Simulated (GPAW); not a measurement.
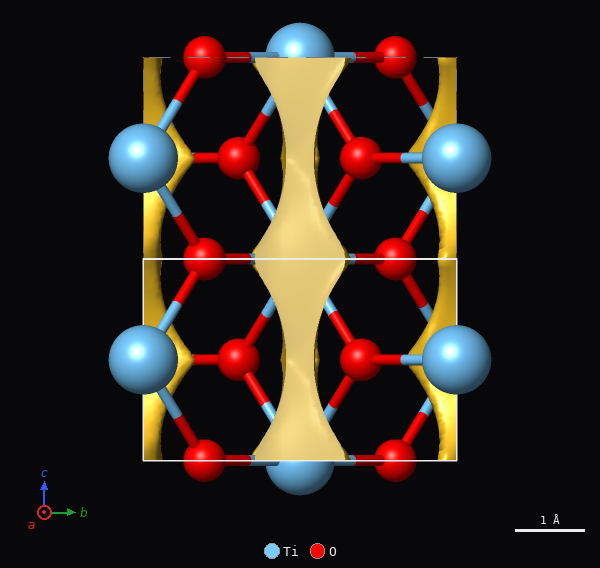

The yellow surface encloses the points that the centre of a probe sphere of radius 0.50 Å can occupy in TiO2 in space group P4_2/mnm, computed on a grid of about 0.13 Å (1×1×2 cells shown, view along the a axis; pale faces close the region where the box cuts it).

Hard-sphere model; covalent radii (Cordero): Ti 1.60 Å, O 0.66 Å.

The cell is taken from a cell listed in the Materials Project, as set up for an electronic-structure calculation.

```xyz
6
Lattice="4.5998 0.0000 0.0000 0.0000 4.5998 0.0000 0.0000 0.0000 2.9592" Properties=species:S:1:pos:R:3 pbc="T T T"
Ti    0.0000    0.0000    1.4796
Ti    2.2999    2.2999    0.0000
O     1.3998    1.3998    1.4796
O     0.9001    3.6997    0.0000
O     3.6997    0.9001    0.0000
O     3.2000    3.2000    1.4796
```

Is the space open to the probe made of pockets or channels?

Answer. Where they connect, they form one-dimensional channels along [001].

What share of the cell can the probe's centre reach?

Answer. About 5.1 % of the volume (3.2 Å³ of 62.6 Å³).

Give the largest included and the largest free sphere.

Answer. The largest sphere that fits anywhere has a diameter of 1.63 Å; the largest that can travel through the crystal, about 1.5 Å.

How does the connectivity change as the probe shrinks?

Answer. Below a radius of about 0.73 Å the space forms one-dimensional channels along [001]. Below a radius of about 0.36 Å the space forms a three-dimensional network. These are grid estimates, good to about 0.05 Å.
